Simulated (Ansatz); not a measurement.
## Run report: SiC, single-point calculation

The run: single-point calculation of SiC (P6₃mc, 16 atoms in the cell). Method and program: DFT r2SCAN, scalar-relativistic, plane waves, PAW, no spin polarisation (Ansatz 0.2.0).

The structure derives from an entry of the Crystallography Open Database. It belongs to a series of runs on one base structure; here: the database's cell and atoms. Figures and captions count atoms from 1; the log counts them from 0 in places.

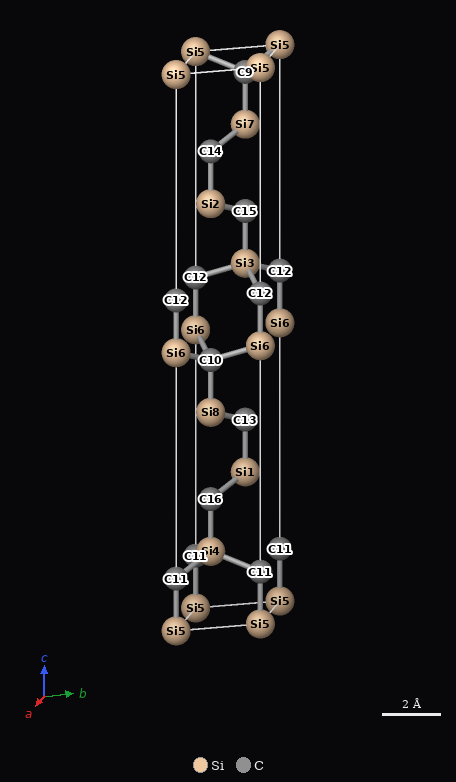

**Figure 1.** The structure (ball-and-stick view of the cell of the calculation, seen slightly off an axis; atoms are numbered from 1 in the order of the input). An atom can appear more than once, as a periodic image.

## Results in brief

| quantity | value |
| --- | --- |
| outcome | converged |
| space group (tolerance 0.01 Å) | P6₃mc (186) |
| electrons treated | 64 |
| free energy | −7130.6724 eV |
| Fermi energy | 10.470 eV |
| gap on the k-point mesh | 2.14 eV |
| pressure | −0.10 GPa |
| largest force (length of the vector) | 0.170 eV/Å |
| hardware | 4 threads of Oxide Virtual Turin-like (Zen 5), 32 GiB of memory available, shared host |
| wall time | 16 s (CPU time 57 s) |
| peak memory | 1 GiB |

## Input
```yaml
crystal:
  lattice:
    - [3.079, 0.0, 0.0]
    - [-1.5395, 2.6664922183, 0.0]
    - [0.0, 0.0, 20.146]
  atoms:
    - { symbol: Si, position: [0.3333333333, 0.6666666667, 0.25] }
    - { symbol: Si, position: [0.6666666667, 0.3333333333, 0.75] }
    - { symbol: Si, position: [0.3333333333, 0.6666666667, 0.625] }
    - { symbol: Si, position: [0.6666666667, 0.3333333333, 0.125] }
    - { symbol: Si, position: [0.0, 0.0, 0.0] }
    - { symbol: Si, position: [0.0, 0.0, 0.5] }
    - { symbol: Si, position: [0.3333333333, 0.6666666667, 0.875] }
    - { symbol: Si, position: [0.6666666667, 0.3333333333, 0.375] }
    - { symbol: C, position: [0.3333333333, 0.6666666667, 0.969] }
    - { symbol: C, position: [0.6666666667, 0.3333333333, 0.469] }
    - { symbol: C, position: [0.0, 0.0, 0.094] }
    - { symbol: C, position: [0.0, 0.0, 0.594] }
    - { symbol: C, position: [0.3333333333, 0.6666666667, 0.344] }
    - { symbol: C, position: [0.6666666667, 0.3333333333, 0.844] }
    - { symbol: C, position: [0.3333333333, 0.6666666667, 0.719] }
    - { symbol: C, position: [0.6666666667, 0.3333333333, 0.219] }
basis:
  ecutwfc: 500
kpoints:
  mp_grid: { grid: [12, 12, 2] }
hamiltonian:
  xc: r2scan
scf:
  occupations: { method: gaussian, width: 0.02 }
output:
  forces: true
  stress: true
  eigenvalues: true
  populations: true
  write_density: true
  write_potential: true
  elf: true
  volumetric_format: npy
```

Launched with:
```bash
ansatz run input.yaml --threads 4 --pin off --max-ram 10240MiB --backend cpu --events-out ev --progress --plain --runs-dir out
```

## The program's output
```
Engine: ansatz 0.2.0, x86_64-unknown-linux-gnu
Pseudopotentials: kind: paw
Pseudopotential: Si, paw, valence charge 4, recommended cutoff 500 eV (meta_gga), Si.paw.azcp
Pseudopotential: C, paw, valence charge 4, recommended cutoff 500 eV (meta_gga), C.paw.azcp
Functional definition: r2SCAN
  parameter k0 = 0.174
  parameter k1 = 0.065
  parameter a1 = 4.9479
  exchange = r2scan_x(k0 = k0, k1 = k1, a1 = a1)
  correlation = r2scan_c
Crystal: 16 atoms, lattice volume = 165.401 Å³
Basis set: ecut = 500 eV, 4225 PW (Γ), exchange–correlation on 96×96×600 points (64 copies of the dense FFT grid, shifted against one another)
Bands: 48, of which v1, the nominal top of the filled ones, is band 32 counted from 1 (31 counted from 0)
Symmetry: 12 space group operations
Space group: P63mc (ITA 186), of the structure as read, at distance tolerance 5.5e-5 Å
k-points: 38 of 288
Non-local potential: Si, projectors of the file, l = 0: 2, l = 1: 2, l = 2: 2
Non-local potential: C, projectors of the file, l = 0: 2, l = 1: 2, l = 2: 1
PAW form: soft (Blöchl's): semilocal exchange-correlation on the pseudo side does not see the compensation charge
PAW frozen core: Si, regenerated for the run's functional (the file was generated under x = pbe(κ = 0.804, μ = 0.2195149727645171), c = pbe(β = 0.06672455060314922))
PAW frozen core: C, regenerated for the run's functional (the file was generated under x = pbe(κ = 0.804, μ = 0.2195149727645171), c = pbe(β = 0.06672455060314922))
PAW one-centre angular grid: Si, 302 points (default); XC on 160 Gauss nodes
PAW one-centre angular grid: C, 302 points (default); XC on 239 of its mesh's 2573 points in the sphere
Initial density: superposition of atomic densities (neutral atoms: chi_scale 0, normalization atom), corrected by the library's trained network
Initial wavefunctions: pseudopotential atomic-orbital guess
Functional: x = r2scan, c = r2scan; τ floored in thin density (d = 2e-4 eV/Å³)
SCF iter   1: F=—  HF=-7130.318343 eV  |F-HF|=—  |Δ(HF+E_count)|=         —  Δρ=5.81e-3  dr2=3.75e-2  dr2_τ=1.55e0  ethr=1.77e-3  ⟨swp⟩=7.0  Hψ=9121  notcnv=0  defer=103
preconditioner: auto → none  [insulator: Δε(μ)=2.083 eV  Ē_g=12.799 eV  σ=0.020 eV  W_gap=1.00  n_scr=14 (ndim 8)  ℏωp=23.1 eV  f_vac=0.000  D(μ)=0.00/eV (n_scr^D=0)  ε∞_Penn≈4.3]
SCF iter   2: F=—  HF=-7130.672728 eV  |F-HF|=—  |Δ(HF+E_count)|=   3.54e-1  Δρ=4.05e-3  dr2=1.54e-2  dr2_τ=3.09e-4  ethr=5.85e-5  ⟨swp⟩=3.0  Hψ=3760  notcnv=0  defer=401
SCF iter   3: F=—  HF=-7130.680022 eV  |F-HF|=—  |Δ(HF+E_count)|=   7.29e-3  Δρ=1.92e-3  dr2=3.73e-2  dr2_τ=4.67e-4  ethr=2.40e-5  ⟨swp⟩=3.2  Hψ=3280  notcnv=0  defer=401  recentre
SCF iter   4: F=—  HF=-7130.672806 eV  |F-HF|=—  |Δ(HF+E_count)|=   7.22e-3  Δρ=6.86e-4  dr2=1.81e-3  dr2_τ=2.58e-5  ethr=2.40e-5  ⟨swp⟩=3.3  Hψ=2911  notcnv=0  defer=401
SCF iter   5: F=—  HF=-7130.672484 eV  |F-HF|=—  |Δ(HF+E_count)|=   3.22e-4  Δρ=3.01e-4  dr2=1.26e-4  dr2_τ=1.24e-5  ethr=2.83e-6  ⟨swp⟩=2.0  Hψ=2609  notcnv=0  defer=401
SCF iter   6: F=—  HF=-7130.672472 eV  |F-HF|=—  |Δ(HF+E_count)|=   1.21e-5  Δρ=7.05e-5  dr2=4.62e-6  dr2_τ=1.65e-7  ethr=1.97e-7  ⟨swp⟩=2.2  Hψ=2523  notcnv=0  defer=401
SCF iter   7: F=—  HF=-7130.672408 eV  |F-HF|=—  |Δ(HF+E_count)|=   6.43e-5  Δρ=1.69e-5  dr2=7.61e-7  dr2_τ=3.82e-8  ethr=7.22e-9  ⟨swp⟩=2.1  Hψ=2711  notcnv=0  defer=401
SCF iter   8: F=—  HF=-7130.672407 eV  |F-HF|=—  |Δ(HF+E_count)|=   9.31e-8  Δρ=7.13e-6  dr2=1.13e-7  dr2_τ=1.87e-9  ethr=1.19e-9  ⟨swp⟩=2.2  Hψ=2335  notcnv=0  defer=401
SCF iter   9: F=-7130.672407 eV  HF=-7130.672407 eV  |F-HF|=5.52e-9  |Δ(HF+E_count)|=   9.30e-9  Δρ=3.92e-6  dr2=1.28e-8  dr2_τ=2.73e-10  ethr=1.56e-10  ⟨swp⟩=16.9  Hψ=13463  notcnv=0
SCF 1 converged in 9 iterations: F = -7130.672407 eV  dr2 = 1.28e-8
  greatest PAW one-centre occupation: 0.659 electrons in one spin orbital (limit 2), on the C atom at site 13 (counted from 0), in its partial waves of l = 0
SCF converged after 9 iterations
Free energy (F): -7130.672407 eV
Harris-Foulkes:  -7130.672407 eV  (|F-HF|=5.52e-9)
Internal energy: -7130.672407 eV  (E = F + TS)
E sigma→0 (E₀):  -7130.672407 eV
Fermi energy:    10.470258 eV
--- Per-component energies (eV) ---
  E_band       = 204.238677
  E_kinetic    = 1088.189241
  E_local      = -830.274939  (includes V_loc(G=0)·N_el)
  E_nonlocal   = 402.874836
  E_hartree    = 260.556906
  E_xc         = -810.861226
  E_vxc        = -949.112424  (∫ρ·V_xc dr)
  E_paw        = -4962.309866  (= ΣΔE_a)
  E_vpaw       = -73.108841  (= ΣTr[D̂ρ^β])
  E_aug_tail   = 0.000066  (compensation charges beyond the density's cutoff)
  E_vtau       = 44.555430  (kinetic-family band-sum trace: ∫τ·v_τ [+ j·A + Jᵃ·Aᵃ] dr)
  E_ewald      = -2278.037772
  E_core_change = -0.809654  (= ΣΔE_core)
  E_smearing   = -0.000000  (= −TS)
  E_closure    = -0.000000  (closes the sum)
  Σ components = -7130.672407   (vs F -7130.672407, Δ=0.00e0)
--- Forces (eV/Å), atoms counted from 1 ---
  atom   1  Si     0.00000000    -0.00000000     0.08656340
  atom   2  Si     0.00000000     0.00000000     0.08656340
  atom   3  Si    -0.00000000     0.00000000     0.06952890
  atom   4  Si     0.00000000    -0.00000000     0.06952890
  atom   5  Si     0.00000000    -0.00000000     0.08208579
  atom   6  Si    -0.00000000     0.00000000     0.08208579
  atom   7  Si     0.00000000    -0.00000000     0.07230389
  atom   8  Si     0.00000000     0.00000000     0.07230389
  atom   9  C     -0.00000000     0.00000000    -0.09205052
  atom  10  C      0.00000000    -0.00000000    -0.09205052
  atom  11  C     -0.00000000     0.00000000    -0.07363668
  atom  12  C      0.00000000    -0.00000000    -0.07363668
  atom  13  C      0.00000000    -0.00000000     0.02489820
  atom  14  C     -0.00000000     0.00000000     0.02489820
  atom  15  C      0.00000000    -0.00000000    -0.16966932
  atom  16  C      0.00000000     0.00000000    -0.16966932
  max |Σ_I F_I| component: 4.73e-5 eV/Å
--- Stress (GPa, compression-positive) ---
        0.101856       0.000000      -0.000000
        0.000000       0.101856       0.000000
       -0.000000       0.000000      -0.516191
  P = ⅓ Tr σ = -0.1042 GPa (-1.042 kbar)
--- Band table (eV; the first three rows and the last of 38) ---
  k-point 0: bands = ["-6.8215", "-6.5297", "-6.4811", "-5.5995", "-5.5710", "-4.2183", "-4.1873", "-3.2008", "0.5556", "2.0509", "2.0905", "4.8964", "4.9178", "7.8317", "7.8566", "8.2189", "8.2189", "8.3110", "8.3110", "8.4165", "8.4165", "8.7030", "8.7030", "8.7795", "8.7795", "9.1522", "9.1522", "9.2174", "9.2174", "9.3991", "9.3991", "9.4010", "15.1821", "15.2474", "15.5820", "15.8463", "16.0601", "16.3203", "16.4377", "16.7708", "16.9370", "16.9370", "16.9385", "16.9385", "17.3026", "17.4043", "17.4043", "17.4770"]
  k-point 1: bands = ["-6.7426", "-6.7426", "-6.1160", "-6.1160", "-4.9320", "-4.9320", "-3.5212", "-3.5212", "1.0055", "1.0055", "3.4226", "3.4226", "6.4227", "6.4227", "8.2506", "8.2506", "8.2506", "8.2506", "8.5352", "8.5352", "8.5352", "8.5352", "8.9543", "8.9543", "8.9702", "8.9702", "8.9702", "8.9702", "9.3427", "9.3427", "9.3427", "9.3427", "15.2101", "15.2101", "15.6900", "15.6900", "16.2656", "16.2656", "16.5698", "16.5698", "16.9432", "16.9432", "16.9432", "16.9432", "17.3054", "17.3054", "17.3910", "17.3910"]
  k-point 2: bands = ["-6.6963", "-6.4057", "-6.3568", "-5.4788", "-5.4500", "-4.1049", "-4.0737", "-3.0968", "0.6704", "2.1447", "2.1841", "4.9338", "4.9546", "7.5114", "7.6284", "7.6908", "7.7167", "7.7886", "7.9697", "8.0973", "8.1819", "8.1996", "8.2649", "8.5532", "8.6152", "8.7423", "8.7850", "8.9575", "9.0750", "9.1298", "9.3237", "9.3500", "15.4777", "15.5760", "15.7796", "16.0674", "16.1692", "16.4632", "16.5294", "16.7049", "16.7954", "16.8882", "17.1184", "17.1538", "17.1623", "17.2150", "17.2915", "17.4366"]
  k-point 37: bands = ["-2.2098", "-2.2098", "-2.0904", "-2.0904", "-2.0765", "-2.0765", "-2.0284", "-2.0284", "1.6572", "1.6572", "1.8958", "1.8958", "1.9254", "1.9254", "2.3656", "2.3656", "3.2274", "3.2274", "3.8767", "3.8767", "4.1240", "4.1240", "4.5980", "4.5980", "6.1004", "6.1004", "6.5136", "6.5136", "6.6982", "6.6982", "7.3165", "7.3165", "13.4346", "13.4346", "13.8139", "13.8139", "14.6591", "14.6591", "16.1874", "16.1874", "16.4558", "16.4558", "18.7193", "18.7193", "19.0248", "19.0248", "19.1960", "19.1960"]
--- Löwdin populations: 16 sites ---
  site symbol       q [e]
     0     Si      2.8941
     1     Si      2.8941
     2     Si      2.8976
     3     Si      2.8976
     4     Si      2.8976
     5     Si      2.8976
     6     Si      2.8825
     7     Si      2.8825
     8      C      5.0200
     9      C      5.0200
    10      C      5.0202
    11      C      5.0202
    12      C      5.0347
    13      C      5.0347
    14      C      5.0237
    15      C      5.0237
  spilling = 0.010297 (of n_electrons = 64.000000)
```

## File populations.tsv
```
# site	symbol	l	j	q
# orbitals = lowdin
# n_electrons = 64.000000
# spilling = 0.010297
0	Si	0_3S	-	0.887402
0	Si	1_3P	-	2.006689
1	Si	0_3S	-	0.887402
1	Si	1_3P	-	2.006689
2	Si	0_3S	-	0.887413
2	Si	1_3P	-	2.010159
3	Si	0_3S	-	0.887413
3	Si	1_3P	-	2.010159
4	Si	0_3S	-	0.887349
4	Si	1_3P	-	2.010271
5	Si	0_3S	-	0.887349
5	Si	1_3P	-	2.010271
6	Si	0_3S	-	0.885273
6	Si	1_3P	-	1.997267
7	Si	0_3S	-	0.885273
7	Si	1_3P	-	1.997267
8	C	0_2S	-	1.169485
8	C	1_2P	-	3.850507
9	C	0_2S	-	1.169485
9	C	1_2P	-	3.850507
10	C	0_2S	-	1.169516
10	C	1_2P	-	3.850696
11	C	0_2S	-	1.169516
11	C	1_2P	-	3.850696
12	C	0_2S	-	1.172915
12	C	1_2P	-	3.861805
13	C	0_2S	-	1.172915
13	C	1_2P	-	3.861805
14	C	0_2S	-	1.170361
14	C	1_2P	-	3.853389
15	C	0_2S	-	1.170361
15	C	1_2P	-	3.853389
```

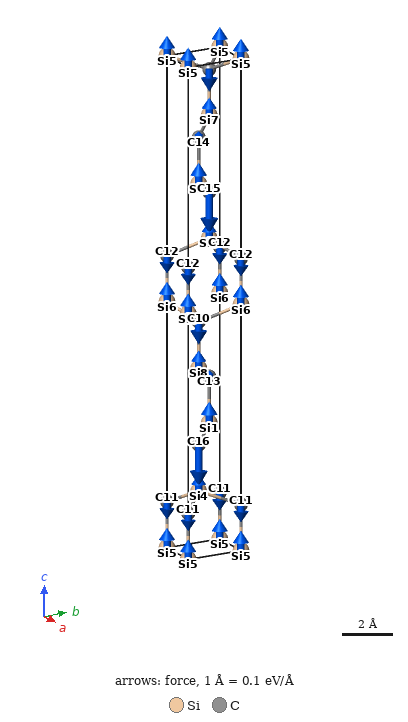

**Figure 2.** Forces on the atoms as blue arrows (ball-and-stick view of the cell of the calculation, seen slightly off an axis; atoms are numbered from 1 in the order of the input). The largest act on C15, C16 (0.17 eV/Å); C9, C10 (0.09 eV/Å); Si1, Si2 (0.09 eV/Å); Si5, Si6 (0.08 eV/Å), among others. The geometry is not a stationary point of this energy.

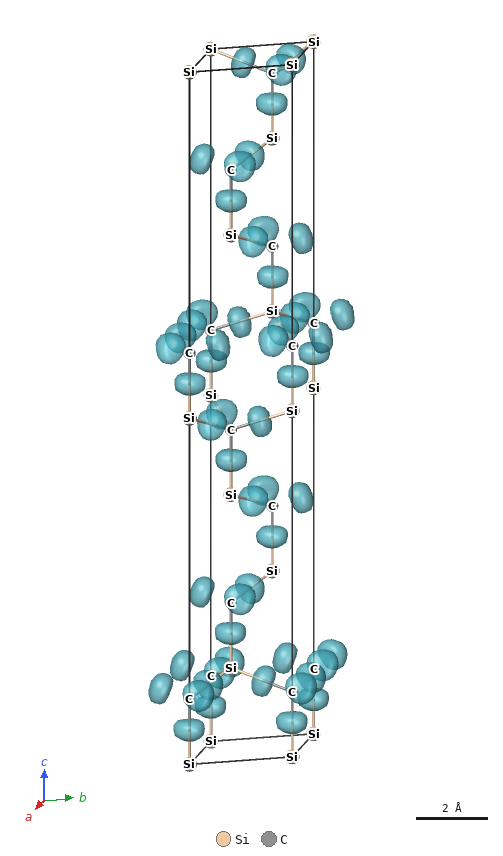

**Figure 3.** Isosurface of the electron localisation function at 0.85 (cyan), seen slightly off an axis. Only the valence region is drawn (cores and ρ < 0.01 e/Å³ removed). Sticks mark near contacts. The outline is the cell set on symmetry axes. Values along the shortest contacts: Si–C (1.88 Å): the ELF peaks at about 0.95 between the atoms (a shared electron pair). The fields are those of the smooth PAW valence density.

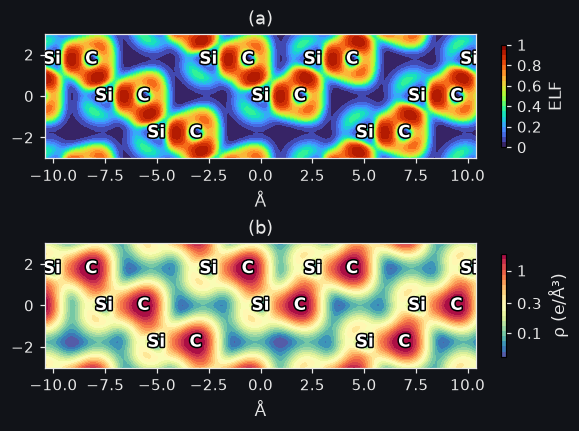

**Figure 4.** (a) ELF; (b) valence charge density (pseudo) on the (110) plane of the conventional cell. The section cuts through Si and C sites. Away from the nuclei the density in this plane falls to 0.04 e/Å³ at its lowest.

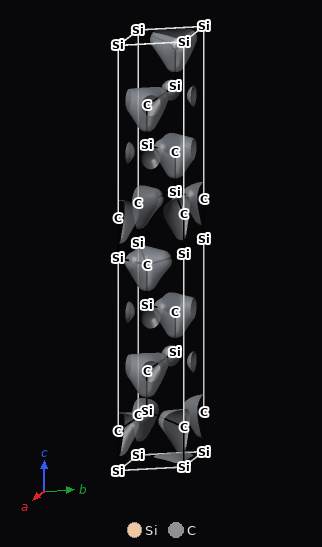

**Figure 5.** Isosurface of the valence electron density at 0.6 e/Å³ (grey), seen slightly off an axis. Sticks mark near contacts. The outline is the cell set on symmetry axes. At this value the density breaks into separate islands; it holds about 45 % of the electrons treated as valence. On the grid the lowest density along these lines, outside the cores, is 0.71 e/Å³ (Si–C, 1.88 Å).
